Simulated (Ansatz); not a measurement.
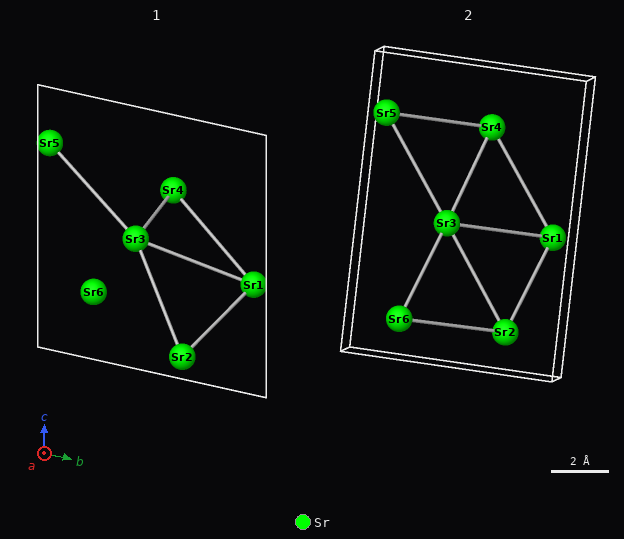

Two geometries of a crystal of Sr (built on the random type) (coarse preliminary run), drawn at one scale. One is the start of a relaxation, the other its converged end. Style: ball-and-stick. Shown: the cell of the calculation, along the a axis.

These are results of Ansatz 0.2.0, DFT PBE, scalar-relativistic, plane waves, PAW, not measurements. Set-up: plane-wave cutoff 420 eV; k-point mesh 4 × 2 × 2; occupations gaussian; smearing width 0.1 eV; no spin polarisation; cell and atoms relaxed; force threshold 0.04 eV/Å; at most 70 steps.

> Which of the two is the end point?

Structure 2 is the relaxed one. Case: random cell without symmetry. After 14 accepted moves (15 points after the start) the energy has fallen by 5.630 eV per cell of the calculation. Largest force component: 2.2 eV/Å at the start, 0.038 eV/Å at the end. Pressure: 0.39 GPa at the start and 0.01 GPa at the end. At 1 point the geometry stayed and the basis and grid were re-selected for the new cell (energy shift of 0.6 meV per cell of the calculation at most each time). The atom that moves furthest relative to the cell is Sr6 (1.61 Å roughly along [−2 0 −1]). The drawn cell changes as follows: a 5.827 → 4.301 Å (−26.2 %), b 9.502 → 8.475 Å (−10.8 %), c 10.479 → 11.387 Å (+8.7 %), α 86.9° → 82.9°, β 117.4° → 112.0°, γ 119.0° → 120.6°; the volume changes by −24.9 %. Some distances before and after: Sr5–Sr6 7.608 → 4.180 Å, Sr1–Sr3 7.042 → 4.238 Å, Sr4–Sr6 6.631 → 4.398 Å, Sr2–Sr6 6.449 → 4.226 Å. Among the angles between lasting bonds that change: Sr1–Sr5–Sr6 173.5° → 117.0°, Sr3–Sr4–Sr3 105.7° → 61.3°, Sr2–Sr4–Sr3 137.9° → 178.7°. The space group stays P1 (No. 1).
